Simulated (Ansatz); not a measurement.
```
Al Cu
1.0
     0.00000   -2.88347   -2.88347
     0.00000    2.88347   -2.88347
     5.76694    0.00000    0.00000
Al Cu
2 6
Direct
  0.50000 0.50000 0.50434
  0.00000 0.00000 0.00434
  0.50000 0.50000 0.00027
  0.00000 0.00000 0.50027
  0.50000 0.00000 0.24894
  0.00000 0.50000 0.74894
  0.50000 0.00000 0.74894
  0.00000 0.50000 0.24894
```

Space group I4mm; a structure from a database of computed crystals, not necessarily the ambient phase; computed without spin polarisation.

The calculation used Ansatz, DFT PBEsol, scalar-relativistic, plane waves, PAW.

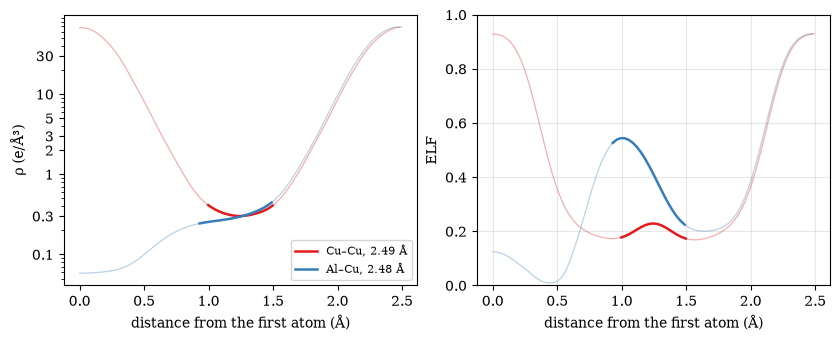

AlCu3. Valence charge density (pseudo) and electron localisation function along straight lines between neighbouring atoms. Thin, pale parts lie inside the atomic spheres.

Core electrons are frozen (PAW), and the valence fields are smoothed inside the atomic spheres.

Q: What can be read from the curves?

A: Cu–Cu (2.49 Å): ρ at the midpoint is about 0.3 e/Å³; the ELF is about 0.25 at the midpoint; no shared electron pair shows on this line.
Al–Cu (2.48 Å): the density is about 0.3 e/Å³ at the midpoint; the ELF is about 0.40 at the midpoint.
